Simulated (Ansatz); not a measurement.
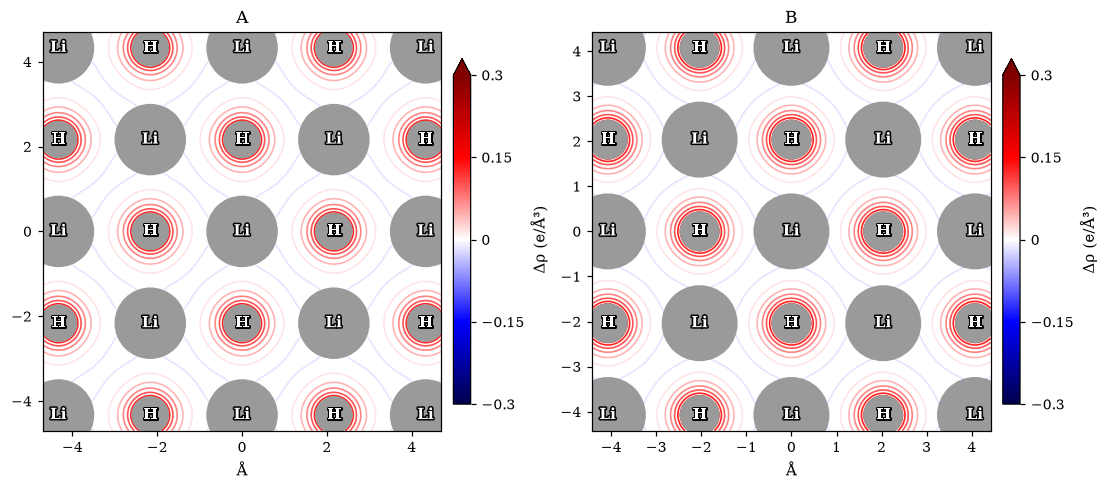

LiH: deformation density on the (010) plane of the conventional cell at two volumes, with the same fractional coordinates and one colour scale. Grey discs cover the cores.

Space group Fm-3m.

These are results of Ansatz 0.2.0, DFT PBE, scalar-relativistic, plane waves, PAW, not measurements.

Question: How do the two volumes compare, and how does the bonding charge respond?

Answer: A is the larger cell: A has 120 % of the volume of B.
The pressure is −1.7 GPa in B and −5.7 GPa in A.
Bader charges in B: Li +0.86 and H −0.86 e; in A: Li +0.87 and H −0.87 e.
The rearranged charge is 0.12 e an atom in B and 0.12 e in A.

Run times: 5.7 s (base cell) and 7.3 s (scaled cell), on 1 thread of Arm Neoverse V2 (shared host).
